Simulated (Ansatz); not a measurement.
# Nudged elastic band, with input and output: C62N (charge +1) (part 4 of 4)

The same run, continued: C62N (defect cell, 63 atoms in the cell, total charge +1); DFT PBEsol, scalar-relativistic, plane waves, PAW, PAW set soft_1, no spin polarisation (Ansatz 0.2.0); cutoff 420 eV, 2×2×2 k-mesh, Gaussian smearing of 0.05 eV. One setting was made poor on purpose. It belongs to a series of runs on one base structure; here: band between the two ends.

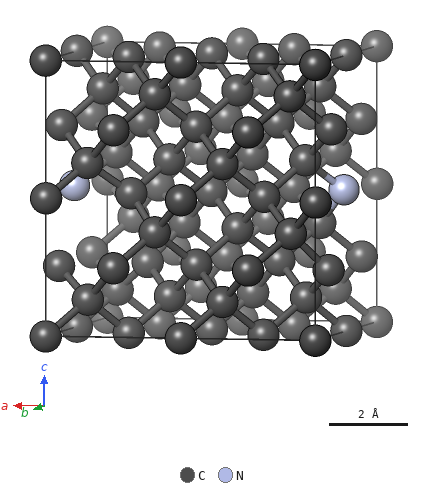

**Figure 1.** The structure as given in the input (ball-and-stick view of the cell of the calculation, seen at an oblique angle). An atom can appear more than once, as a periodic image.

### The last band as extended XYZ (Å, eV, eV/Å)
```
63
Lattice="7.1400 0.0000 0.0000 0.0000 7.1400 0.0000 0.0000 0.0000 7.1400" Properties=species:S:1:pos:R:3:forces:R:3 image=0 energy=-15679.98223
C     3.5652   -0.0041    0.0003   -0.0010   0.0010   0.0020
C     4.4584    0.8923    0.8936   -0.0016  -0.0004  -0.0016
C     5.3460    1.7789   -0.0027   -0.0010  -0.0002   0.0009
C     6.2504    2.7003    0.9167   -0.0028  -0.0024  -0.0044
C     5.3508    0.0034    1.7860   -0.0017  -0.0026  -0.0007
C     6.2441    0.8896    2.6793    0.0029   0.0048   0.0027
C     0.0008    0.0031   -0.0069   -0.0031   0.0001   0.0004
C     0.8867    0.8930    0.9025    0.0036   0.0006  -0.0006
C     1.7820    1.7791    0.0078   -0.0017  -0.0006   0.0000
C     2.6681    2.6743    0.9025    0.0012  -0.0019  -0.0010
C     3.5580    3.5603   -0.0069   -0.0026  -0.0002   0.0016
C     4.4620    4.4674    0.8972   -0.0012   0.0014  -0.0016
C     5.3508    5.3503   -0.0072   -0.0007   0.0002   0.0021
C     6.2336    6.2391    0.8971   -0.0001   0.0000  -0.0005
C     1.7821   -0.0011    1.7812    0.0005   0.0015  -0.0019
C     2.6763    0.8846    2.6834    0.0020  -0.0019  -0.0012
C     3.5620    1.7788    1.7812   -0.0002  -0.0002  -0.0014
C     4.4813    2.7001    2.6855    0.0001   0.0008  -0.0003
C     5.2672    3.5227    1.7025    0.0036  -0.0053  -0.0002
C     3.5579    0.0031    3.5759   -0.0016   0.0002  -0.0016
C     4.4673    0.8930    4.4620    0.0014  -0.0037   0.0014
C     5.3731    1.7937    3.5671   -0.0051   0.0043  -0.0041
C     6.2883    2.6695    4.4669    0.0147  -0.0030  -0.0068
C     5.3460   -0.0011    5.3573   -0.0025   0.0031   0.0016
C     6.2482    0.8846    6.2515   -0.0027  -0.0027   0.0041
C    -0.0063    3.5674    0.0038    0.0010  -0.0002   0.0074
C     0.8609    4.4508    0.9164    0.0011   0.0035   0.0013
C     1.7822    5.3550   -0.0028   -0.0001   0.0019   0.0001
C     2.6687    6.2427    0.8935    0.0025  -0.0008  -0.0006
C    -0.0081    1.7938    1.8083   -0.0034   0.0057  -0.0026
C     0.8917    2.6699    2.7238   -0.0123  -0.0164   0.0037
C     1.7674    3.5694    1.8081   -0.0054   0.0005   0.0043
C     2.6715    4.4569    2.6794   -0.0007   0.0032  -0.0043
C     3.5578    5.3502    1.7860   -0.0012   0.0011   0.0008
C     4.4619    6.2391    2.6688    0.0023  -0.0003  -0.0013
C    -0.0063   -0.0077    3.5689    0.0003  -0.0073   0.0005
C     0.8930    0.8761    4.4683   -0.0023   0.0080  -0.0031
C     1.7948    1.7661    3.5812    0.0026   0.0069   0.0002
C     2.6849    2.6680    4.4682   -0.0032  -0.0033   0.0013
C     3.5689    3.5673    3.5689   -0.0022  -0.0014  -0.0014
C     4.4814    4.4508    4.4360   -0.0005  -0.0001   0.0015
C     5.2673    5.4338    3.6135   -0.0007  -0.0009   0.0030
C     6.2503    6.2197    4.4360   -0.0021   0.0017   0.0017
C     1.7819   -0.0117    5.3572   -0.0002   0.0042  -0.0002
C     2.6755    0.8855    6.2507    0.0029  -0.0020  -0.0008
C     3.5727    1.7790    5.3572   -0.0040   0.0022   0.0005
C     4.4672    2.6743    6.2433    0.0044  -0.0013  -0.0016
C     5.3731    3.5693    5.3425   -0.0055   0.0006  -0.0006
C     6.2441    4.4570    6.2466    0.0015  -0.0017  -0.0028
C     0.0384    5.4339    1.7023    0.0033  -0.0032   0.0015
C     0.8607    6.2196    2.6855    0.0054   0.0026  -0.0040
N     0.0748    3.4856    3.6503    0.0190   0.0034   0.0067
C     0.8915    4.4122    4.4664   -0.0050  -0.0023   0.0083
C     1.7673    5.3280    3.5669   -0.0044  -0.0013   0.0003
C     2.6680    6.2337    4.4619    0.0001  -0.0019   0.0009
C     0.0058    1.7661    5.3701    0.0059   0.0031  -0.0017
C     0.8930    2.6680    6.2600   -0.0017  -0.0006  -0.0040
C     1.7948    3.5549    5.3700   -0.0008   0.0026  -0.0020
C     2.6763    4.4528    6.2515    0.0020   0.0019   0.0012
C     3.5621    5.3550    5.3573   -0.0007   0.0020   0.0003
C     4.4584    6.2427    6.2440   -0.0022  -0.0007  -0.0002
C    -0.0082    5.3280    5.3424    0.0004  -0.0006  -0.0042
C     0.8867    6.2337    6.2432    0.0032  -0.0015   0.0008
63
Lattice="7.1400 0.0000 0.0000 0.0000 7.1400 0.0000 0.0000 0.0000 7.1400" Properties=species:S:1:pos:R:3:forces:R:3 image=1 energy=-15678.03092
C     3.5724   -0.0092    0.0063   -0.0155   0.0155  -0.0155
C     4.4669    0.8767    0.9008   -0.0245   0.0505  -0.0245
C     5.3450    1.7683   -0.0034   -0.0665   0.0434  -0.0348
C     6.2529    2.6765    0.9027    0.0075   0.2321   0.1107
C     5.3641   -0.0151    1.7980   -0.0309   0.0984  -0.0308
C     6.2485    0.8846    2.6824   -0.0379   0.0469  -0.0380
C     0.0082    0.0018   -0.0047   -0.0225   0.1247  -0.1247
C     0.8958    0.8842    0.8893   -0.0863   0.1037   0.0538
C     1.7816    1.7816   -0.0068   -0.0080   0.0080  -0.0032
C     2.6791    2.6675    0.8893   -0.1037   0.0864   0.0537
C     3.5614    3.5551   -0.0047   -0.1248   0.0224  -0.1248
C     4.4810    4.4496    0.9149   -0.1695   0.0009  -0.1695
C     5.3642    5.3391    0.0122   -0.0308   0.0308  -0.0984
C     6.2537    6.2223    0.9149   -0.0009   0.1694  -0.1694
C     1.7950    0.0005    1.7789   -0.0434   0.0348  -0.0665
C     2.6733    0.8900    2.6785   -0.0989   0.0988   0.0702
C     3.5627    1.7683    1.7789   -0.0348   0.0434  -0.0665
C     4.4688    2.6765    2.6868    0.1107   0.2321   0.0076
C     5.2807    3.4837    1.7146   -0.6334   0.2323  -0.6334
C     3.5614    0.0018    3.5821   -0.1247   0.1248  -0.0224
C     4.4554    0.8842    4.4696    0.0538   0.1037  -0.0864
C     5.3499    1.7790    3.5686    0.0336   0.0485  -0.0165
C     6.2065    2.6817    4.4555    0.7420   0.7071  -0.7072
C     5.3450    0.0005    5.3689   -0.0665   0.0348  -0.0434
C     6.2446    0.8900    6.2471    0.0702   0.0988  -0.0988
C    -0.0018    3.5650    0.0001   -0.0161   0.0161  -0.0342
C     0.8868    4.4504    0.9027   -0.2320  -0.0075   0.1106
C     1.7950    5.3582   -0.0034   -0.0435   0.0665  -0.0348
C     2.6866    6.2364    0.9008   -0.0505   0.0244  -0.0245
C    -0.0053    1.7790    1.7838   -0.0164   0.0485   0.0336
C     0.8816    2.6816    2.6403   -0.7078   0.7074   0.7420
C     1.7843    3.5686    1.7838   -0.0484   0.0166   0.0337
C     2.6787    4.4547    2.6824   -0.0467   0.0381  -0.0381
C     3.5783    5.3391    1.7980   -0.0985   0.0308  -0.0308
C     4.4810    6.2223    2.6875   -0.1694   0.1695  -0.0009
C    -0.0018   -0.0030    3.5721   -0.0161   0.0342  -0.0161
C     0.8841    0.8980    4.4580    0.0099  -0.0091   0.0100
C     1.7623    1.8010    3.5682    0.0728  -0.0727   0.0063
C     2.6653    2.6792    4.4580    0.0091  -0.0101   0.0100
C     3.5662    3.5650    3.5721   -0.0342   0.0160  -0.0161
C     4.4688    4.4504    4.4607    0.1107  -0.0075  -0.2321
C     5.2807    5.4226    3.6535   -0.6330   0.6331  -0.2324
C     6.2529    6.2345    4.4607    0.0075  -0.1106  -0.2321
C     1.7816    0.0040    5.3555   -0.0080   0.0032  -0.0079
C     2.6759    0.8874    6.2498    0.0077  -0.0076   0.0076
C     3.5593    1.7816    5.3555   -0.0033   0.0081  -0.0080
C     4.4554    2.6675    6.2529    0.0538   0.0864  -0.1038
C     5.3499    3.5686    5.3582    0.0336   0.0166  -0.0485
C     6.2485    4.4547    6.2526   -0.0380   0.0380  -0.0468
C     0.0796    5.4226    1.7145   -0.2324   0.6327  -0.6327
C     0.8868    6.2345    2.6868   -0.2320  -0.1106   0.0075
N    -0.1785    3.7416    3.3955    4.0593  -4.0578   4.0585
C     0.8816    4.4968    4.4555   -0.7081  -0.7420  -0.7079
C     1.7843    5.3533    3.5686   -0.0485  -0.0336  -0.0165
C     2.6791    6.2479    4.4696   -0.1037  -0.0538  -0.0863
C    -0.0057    1.8010    5.3362    0.0063  -0.0728   0.0728
C     0.8841    2.6792    6.2392    0.0100  -0.0100   0.0090
C     1.7623    3.5690    5.3362    0.0727  -0.0063   0.0726
C     2.6733    4.4587    6.2472   -0.0988  -0.0702  -0.0989
C     3.5627    5.3582    5.3689   -0.0348   0.0665  -0.0434
C     4.4669    6.2364    6.2605   -0.0245   0.0245  -0.0505
C    -0.0053    5.3533    5.3582   -0.0165  -0.0335  -0.0485
C     0.8958    6.2479    6.2529   -0.0863  -0.0538  -0.1037
63
Lattice="7.1400 0.0000 0.0000 0.0000 7.1400 0.0000 0.0000 0.0000 7.1400" Properties=species:S:1:pos:R:3:forces:R:3 image=2 energy=-15675.24378
C     3.5709   -0.0054    0.0035   -0.0009   0.0009  -0.0009
C     4.4653    0.8782    0.8979    0.0010   0.0003   0.0010
C     5.3467    1.7709   -0.0056    0.0014   0.0049   0.0015
C     6.2499    2.6670    0.8919   -0.0039   0.0147   0.0061
C     5.3641   -0.0162    1.7967    0.0055   0.0069   0.0055
C     6.2480    0.8869    2.6806   -0.0021   0.0009  -0.0022
C     0.0073   -0.0014   -0.0005    0.0055   0.0014  -0.0014
C     0.8977    0.8830    0.8823   -0.0014   0.0014   0.0049
C     1.7790    1.7865   -0.0104   -0.0010   0.0010   0.0003
C     2.6826    2.6678    0.8823   -0.0014   0.0014   0.0048
C     3.5669    3.5583   -0.0005   -0.0013  -0.0055  -0.0013
C     4.4889    4.4539    0.9215   -0.0099   0.0119  -0.0099
C     5.3641    5.3414    0.0143    0.0055  -0.0055  -0.0068
C     6.2516    6.2166    0.9215   -0.0119   0.0100  -0.0100
C     1.7946    0.0037    1.7792   -0.0049  -0.0014   0.0014
C     2.6775    0.8881    2.6697    0.0013  -0.0014  -0.0055
C     3.5618    1.7709    1.7793    0.0014   0.0048   0.0014
C     4.4593    2.6670    2.6825    0.0060   0.0146  -0.0039
C     5.3193    3.4756    1.7519    0.0027   0.0093   0.0027
C     3.5669   -0.0014    3.5798   -0.0014   0.0014   0.0055
C     4.4497    0.8830    4.4703    0.0049   0.0014  -0.0014
C     5.3459    1.7805    3.5670    0.0146   0.0061   0.0038
C     6.1544    2.6405    4.4976    0.0096   0.0029  -0.0030
C     5.3467    0.0037    5.3672    0.0014  -0.0014  -0.0049
C     6.2371    0.8881    6.2500   -0.0055  -0.0012   0.0012
C    -0.0037    3.5692   -0.0017    0.0022  -0.0022   0.0009
C     0.8985    4.4556    0.8919   -0.0148   0.0039   0.0061
C     1.7946    5.3589   -0.0056   -0.0048  -0.0014   0.0014
C     2.6874    6.2402    0.8979   -0.0003  -0.0010   0.0010
C    -0.0056    1.7805    1.7785    0.0038   0.0062   0.0147
C     0.9250    2.6405    2.5870   -0.0028   0.0027   0.0096
C     1.7850    3.5711    1.7785   -0.0061  -0.0037   0.0147
C     2.6786    4.4575    2.6806   -0.0009   0.0022  -0.0022
C     3.5818    5.3414    1.7967   -0.0069  -0.0056   0.0056
C     4.4889    6.2166    2.6842   -0.0099   0.0100  -0.0119
C    -0.0037   -0.0002    3.5689    0.0022  -0.0010   0.0022
C     0.8802    0.9029    4.4528   -0.0056  -0.0068  -0.0056
C     1.7554    1.8101    3.5653    0.0099  -0.0098   0.0119
C     2.6626    2.6853    4.4528    0.0068   0.0055  -0.0055
C     3.5657    3.5692    3.5689    0.0009  -0.0022   0.0022
C     4.4593    4.4556    4.4711    0.0061   0.0039  -0.0147
C     5.3193    5.3862    3.6625    0.0025  -0.0025  -0.0093
C     6.2499    6.2462    4.4710   -0.0038  -0.0061  -0.0147
C     1.7790    0.0085    5.3516   -0.0010  -0.0003  -0.0010
C     2.6734    0.8921    6.2460    0.0010  -0.0009   0.0009
C     3.5570    1.7865    5.3516    0.0003   0.0010  -0.0010
C     4.4497    2.6679    6.2551    0.0049   0.0014  -0.0015
C     5.3459    3.5711    5.3576    0.0146  -0.0037  -0.0061
C     6.2480    4.4575    6.2512   -0.0022   0.0022  -0.0009
C     0.0900    5.3863    1.7518   -0.0093  -0.0023   0.0023
C     0.8984    6.2462    2.6825   -0.0148  -0.0061  -0.0038
N    -0.4479    4.0132    3.1248    0.0002  -0.0015   0.0009
C     0.9251    4.5511    4.4977   -0.0026  -0.0096  -0.0025
C     1.7850    5.3596    3.5670   -0.0061  -0.0147   0.0038
C     2.6826    6.2558    4.4703   -0.0014  -0.0048  -0.0014
C    -0.0073    1.8101    5.3280    0.0119  -0.0098   0.0098
C     0.8802    2.6853    6.2352   -0.0056   0.0055   0.0067
C     1.7555    3.5728    5.3280    0.0099  -0.0118   0.0099
C     2.6775    4.4684    6.2501    0.0014   0.0055   0.0013
C     3.5618    5.3589    5.3672    0.0014  -0.0014  -0.0048
C     4.4653    6.2402    6.2599    0.0010  -0.0010  -0.0003
C    -0.0056    5.3596    5.3576    0.0038  -0.0147  -0.0062
C     0.8977    6.2558    6.2552   -0.0014  -0.0049  -0.0014
63
Lattice="7.1400 0.0000 0.0000 0.0000 7.1400 0.0000 0.0000 0.0000 7.1400" Properties=species:S:1:pos:R:3:forces:R:3 image=3 energy=-15678.03112
C     3.5685   -0.0007   -0.0002   -0.0077   0.0076  -0.0076
C     4.4627    0.8827    0.8940    0.0080  -0.0033   0.0080
C     5.3486    1.7788   -0.0034    0.0864   0.0538   0.1038
C     6.2497    2.6734    0.8913    0.0165   0.0337   0.0485
C     5.3602   -0.0113    1.7915   -0.0100   0.0091  -0.0099
C     6.2461    0.8896    2.6774    0.0162  -0.0342   0.0161
C    -0.0003   -0.0033    0.0023   -0.0702  -0.0989   0.0990
C     0.8993    0.8862    0.8806    0.0664  -0.0348   0.0435
C     1.7775    1.7903   -0.0110    0.0245  -0.0244   0.0506
C     2.6816    2.6685    0.8806    0.0348  -0.0665   0.0434
C     3.5711    3.5680    0.0024    0.0988   0.0702   0.0988
C     4.4821    4.4577    0.9134   -0.0728   0.0062  -0.0729
C     5.3602    5.3475    0.0103   -0.0100   0.0099  -0.0091
C     6.2501    6.2257    0.9133   -0.0062   0.0727  -0.0727
C     1.7889    0.0025    1.7799   -0.0538  -0.1038   0.0864
C     2.6829    0.8849    2.6674    0.1246  -0.1247   0.0224
C     3.5653    1.7788    1.7799    0.1037   0.0537   0.0864
C     4.4600    2.6734    2.6810    0.0485   0.0337   0.0165
C     5.3627    3.5299    1.7940    0.7070   0.7418   0.7072
C     3.5711   -0.0033    3.5710    0.0989  -0.0989  -0.0702
C     4.4493    0.8862    4.4706    0.0434  -0.0348   0.0665
C     5.3576    1.7922    3.5627    0.2321   0.1107  -0.0075
C     6.1647    2.6041    4.5349    0.2323  -0.6333   0.6334
C     5.3486    0.0025    5.3602    0.0864  -0.1038  -0.0538
C     6.2362    0.8849    6.2542    0.0224  -0.1247   0.1247
C    -0.0042    3.5720   -0.0031    0.0381  -0.0380   0.0468
C     0.8944    4.4581    0.8913   -0.0336  -0.0165   0.0484
C     1.7889    5.3592   -0.0034   -0.0538  -0.0865   0.1038
C     2.6850    6.2451    0.8940    0.0033  -0.0080   0.0080
C    -0.0086    1.7922    1.7889   -0.0074   0.1107   0.2320
C     0.9637    2.6041    2.5960    0.6330  -0.6329   0.2324
C     1.7755    3.5763    1.7889   -0.1105   0.0075   0.2320
C     2.6781    4.4617    2.6774    0.0343  -0.0161   0.0162
C     3.5790    5.3475    1.7915   -0.0091   0.0099  -0.0099
C     4.4820    6.2257    2.6813   -0.0728   0.0728  -0.0062
C    -0.0042    0.0021    3.5671    0.0381  -0.0468   0.0380
C     0.8802    0.9018    4.4515    0.0308  -0.0984   0.0308
C     1.7633    1.8044    3.5620    0.1694  -0.1693   0.0010
C     2.6660    2.6876    4.4515    0.0984  -0.0308   0.0308
C     3.5656    3.5720    3.5671    0.0468  -0.0380   0.0380
C     4.4600    4.4581    4.4657    0.0485  -0.0165  -0.0336
C     5.3627    5.3450    3.6092    0.7074  -0.7076  -0.7419
C     6.2497    6.2477    4.4657    0.0165  -0.0485  -0.0337
C     1.7775    0.0100    5.3487    0.0245  -0.0506   0.0245
C     2.6719    0.8959    6.2432    0.0156  -0.0155   0.0155
C     3.5577    1.7903    5.3488    0.0506  -0.0244   0.0245
C     4.4493    2.6685    6.2529    0.0434  -0.0665   0.0348
C     5.3576    3.5763    5.3468    0.2321   0.0075  -0.1107
C     6.2461    4.4617    6.2494    0.0162  -0.0161   0.0342
C     0.0379    5.3451    1.7940   -0.7420  -0.7080   0.7079
C     0.8944    6.2477    2.6810   -0.0336  -0.0485   0.0165
N    -0.7173    4.2850    2.8540   -4.0577   4.0592  -4.0585
C     0.9637    4.5431    4.5350    0.6327  -0.2324   0.6326
C     1.7755    5.3502    3.5627   -0.1105  -0.2319  -0.0074
C     2.6816    6.2584    4.4706    0.0348  -0.0434   0.0664
C    -0.0093    1.8044    5.3346    0.0009  -0.1694   0.1694
C     0.8802    2.6876    6.2373    0.0308  -0.0308   0.0983
C     1.7633    3.5771    5.3346    0.1694  -0.0010   0.1693
C     2.6829    4.4716    6.2542    0.1247  -0.0224   0.1246
C     3.5653    5.3592    5.3602    0.1038  -0.0864  -0.0538
C     4.4627    6.2451    6.2563    0.0080  -0.0080   0.0033
C    -0.0085    5.3502    5.3468   -0.0075  -0.2320  -0.1106
C     0.8993    6.2584    6.2529    0.0664  -0.0434   0.0348
63
Lattice="7.1400 0.0000 0.0000 0.0000 7.1400 0.0000 0.0000 0.0000 7.1400" Properties=species:S:1:pos:R:3:forces:R:3 image=4 energy=-15679.98222
C     3.5689    0.0011   -0.0011   -0.0008   0.0008  -0.0008
C     4.4625    0.8984    0.8925   -0.0043  -0.0050  -0.0043
C     5.3577    1.7931    0.0063   -0.0028  -0.0026   0.0010
C     6.2527    2.6988    0.9072   -0.0021  -0.0026  -0.0029
C     5.3515    0.0104    1.7815   -0.0035  -0.0001  -0.0035
C     6.2507    0.8945    2.6807   -0.0008  -0.0010  -0.0008
C    -0.0038    0.0021   -0.0021    0.0002  -0.0016   0.0016
C     0.8982    0.8878    0.8922    0.0039   0.0001  -0.0034
C     1.7858    1.7842    0.0055    0.0041  -0.0041   0.0025
C     2.6822    2.6718    0.8922   -0.0001  -0.0039  -0.0034
C     3.5679    3.5738   -0.0021    0.0016  -0.0002   0.0016
C     4.4496    4.4714    0.8796   -0.0046   0.0046  -0.0046
C     5.3515    5.3585   -0.0104   -0.0035   0.0035   0.0001
C     6.2386    6.2604    0.8796   -0.0046   0.0046  -0.0046
C     1.7769   -0.0063    1.7877    0.0026  -0.0010  -0.0028
C     2.6864    0.8836    2.6737   -0.0015   0.0015  -0.0011
C     3.5763    1.7931    1.7877    0.0010  -0.0026  -0.0028
C     4.4772    2.6988    2.6827   -0.0029  -0.0026  -0.0021
C     5.3530    3.6143    1.7830   -0.0032   0.0028  -0.0032
C     3.5679    0.0021    3.5662    0.0016  -0.0016   0.0002
C     4.4622    0.8878    4.4682   -0.0034   0.0001   0.0039
C     5.3836    1.8071    3.5640   -0.0037  -0.0049   0.0047
C     6.2059    2.5929    4.5471   -0.0008   0.0022  -0.0022
C     5.3577   -0.0063    5.3469   -0.0028  -0.0010   0.0026
C     6.2437    0.8836    6.2564   -0.0011   0.0015  -0.0015
C     0.0002    3.5698    0.0030    0.0012  -0.0012   0.0006
C     0.8712    4.4573    0.9072    0.0026   0.0021  -0.0029
C     1.7769    5.3523    0.0063    0.0026   0.0028   0.0010
C     2.6716    6.2475    0.8925    0.0050   0.0043  -0.0043
C    -0.0060    1.8071    1.8136    0.0047  -0.0049  -0.0037
C     0.9771    2.5929    2.6359   -0.0022   0.0022  -0.0008
C     1.7629    3.5760    1.8136    0.0049  -0.0047  -0.0037
C     2.6755    4.4593    2.6807    0.0010   0.0008  -0.0008
C     3.5596    5.3585    1.7815    0.0001   0.0035  -0.0035
C     4.4496    6.2604    2.6686   -0.0046   0.0046  -0.0046
C     0.0002   -0.0030    3.5702    0.0012  -0.0006   0.0012
C     0.8934    0.8834    4.4634    0.0008   0.0021   0.0008
C     1.7821    1.7879    3.5807    0.0095  -0.0095  -0.0023
C     2.6866    2.6766    4.4634   -0.0021  -0.0008   0.0008
C     3.5730    3.5698    3.5702    0.0006  -0.0012   0.0012
C     4.4772    4.4573    4.4412   -0.0029   0.0021   0.0026
C     5.3530    5.3570    3.5257   -0.0032   0.0032  -0.0028
C     6.2527    6.2328    4.4412   -0.0021   0.0029   0.0026
C     1.7858   -0.0055    5.3558    0.0041  -0.0025   0.0041
C     2.6791    0.8909    6.2491    0.0031  -0.0031   0.0031
C     3.5755    1.7842    5.3558    0.0025  -0.0041   0.0041
C     4.4622    2.6718    6.2522   -0.0034  -0.0039  -0.0001
C     5.3836    3.5760    5.3329   -0.0037  -0.0047   0.0049
C     6.2507    4.4593    6.2455   -0.0008   0.0008   0.0010
C    -0.0443    5.3570    1.7830   -0.0028   0.0032  -0.0032
C     0.8712    6.2328    2.6827    0.0026   0.0029  -0.0021
N    -0.9710    4.5410    2.5990   -0.0018   0.0018  -0.0018
C     0.9771    4.5041    4.5471   -0.0022   0.0008  -0.0022
C     1.7629    5.3264    3.5640    0.0049   0.0037   0.0047
C     2.6822    6.2478    4.4682   -0.0001   0.0034   0.0039
C     0.0107    1.7879    5.3521   -0.0023  -0.0095   0.0095
C     0.8934    2.6766    6.2566    0.0008  -0.0008  -0.0021
C     1.7821    3.5593    5.3521    0.0095   0.0023   0.0095
C     2.6864    4.4663    6.2564   -0.0015   0.0011  -0.0015
C     3.5763    5.3523    5.3469    0.0010   0.0028   0.0026
C     4.4625    6.2475    6.2416   -0.0043   0.0043   0.0050
C    -0.0060    5.3264    5.3329    0.0047   0.0037   0.0049
C     0.8982    6.2478    6.2522    0.0039   0.0034  -0.0001
```

### Key numbers

| quantity | value |
| --- | --- |
| outcome | converged |
| barrier, forward | 4.738 eV |
| barrier, backward | 4.738 eV |
| electrons treated | 252 |
| wall time | 13 min (CPU time 39 min) |
| peak memory | 2.7 GiB |

### Remarks

The program warns: the PAW datasets were made with another functional. A deliberately poor setting: stiff spring. The cell is charged and computed with a neutralising background, so its energy and pressure depend on the cell and aren't those of a real crystal. The order of the saddle point was not checked.
